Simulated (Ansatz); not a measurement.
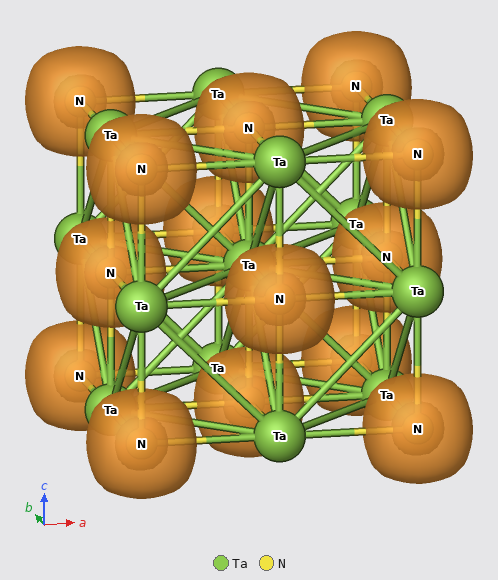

The picture shows: TaN. Isosurface of the ELF at 0.65 (orange), seen slightly off an axis. Only the valence region is drawn (cores and ρ < 0.01 e/Å³ removed). Sticks mark near contacts.

Space group Fm-3m; a structure from a database of computed crystals, not necessarily the ambient phase; computed pressure about −3 GPa in this cell.

Computed with Kohn-Sham DFT of a periodic cell, PBE0, Ansatz PAW (Ansatz 0.2.0).

Input file:

```
crystal:
  lattice:
    - [0.0, 2.1964814589, 2.1964814589]
    - [2.1964814589, 0.0, 2.1964814589]
    - [2.1964814589, 2.1964814589, 0.0]
  atoms:
    - { symbol: Ta, position: [0.5, 0.5, 0.5] }
    - { symbol: "N", position: [0.0, 0.0, 0.0] }
hamiltonian:
  xc: pbe0
  pseudopotentials: { kind: paw }
kpoints:
  mp_grid: { grid: [6, 6, 6] }
scf:
  occupations: { method: fermi_dirac, width: 0.05 }
output:
  forces: true
  stress: true
  eigenvalues: true
  write_density: true
  write_potential: true
  elf: true
  volumetric_format: npy
```

Below, planes, directions and counts refer to the conventional cell (a = 4.39 Å, b = 4.39 Å, c = 4.39 Å, α = 90.00°, β = 90.00°, γ = 90.00°).

**Identify the bonds, lone pairs and shells in this picture.**

The ELF exceeds this value in four regions wrapped around N (the valence shell of each), counted in one cell of 8 atoms. Any copies at cell faces, edges or corners count once.

Values along the shortest contacts:
Ta–N (2.20 Å): the ELF peaks at about 0.80 in the valence shell of N, 0.7 Å from its nucleus, and is about 0.15 at the midpoint: no shared electron pair shows on this line. Ta–Ta (3.11 Å): the ELF is about 0.20 at the midpoint (no localised pair shows between them).
